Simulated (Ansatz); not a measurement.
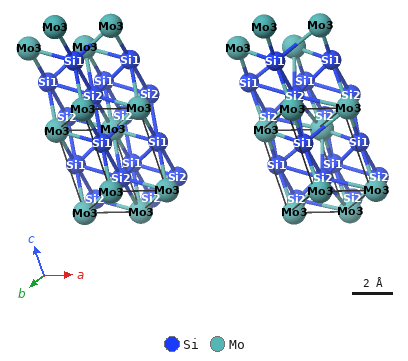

Two geometries of a crystal of Si$_{2}$Mo (set up in P1), drawn at one scale. One is the start of a relaxation, the other its converged end. A ball-and-stick model of the cell of the calculation, reduced to other axes, repeated 2 × 2 × 2 with one cell outlined, seen from a free direction. Lengths and directions refer to the drawn axes.

The calculation used DFT PBE, scalar-relativistic, plane waves, PAW in Ansatz 0.2.0. Set-up: plane-wave cutoff 420 eV; k-point mesh 14 × 14 × 14; occupations gaussian; smearing width 0.15 eV; no spin polarisation; cell and atoms relaxed; force threshold 0.01 eV/Å; at most 80 steps.

### Which geometry has the lower energy?

The left one is the relaxed one. Case: all Mo atoms moved 0.5 Å in one direction; relaxed back. The largest move is that of Mo3, 0.33 Å roughly along −a. Largest moves by element: Mo 0.33 Å, Si 0.17 Å. The cell stays as it was. Among the contacts that change: Si1–Mo3 3.004 → 2.619 Å, Si2–Mo3 2.959 → 2.619 Å, Si2–Mo3 (another image) 2.279 → 2.619 Å, Si1–Mo3 (another image) 2.939 → 2.619 Å. The space group (tolerance 0.01 Å) goes from P1 (No. 1) to I4/mmm (No. 139). After 5 accepted moves (6 points after the start) the energy has fallen by 402 meV per atom. The largest force component goes from 4.8 to 0.0012 eV/Å. Pressure: 16.21 GPa at the start and 0.00 GPa at the end. The SCF was repeated once at an unchanged geometry on a basis and grid sized afresh for the cell, which shifted the energy by less than 0.05 meV per atom at most. The run took 3.9 min on 2 threads of Intel(R) Xeon(R) Platinum 8375C CPU @ 2.90GHz (Ice Lake) (shared host), peak memory 1.3 GiB.
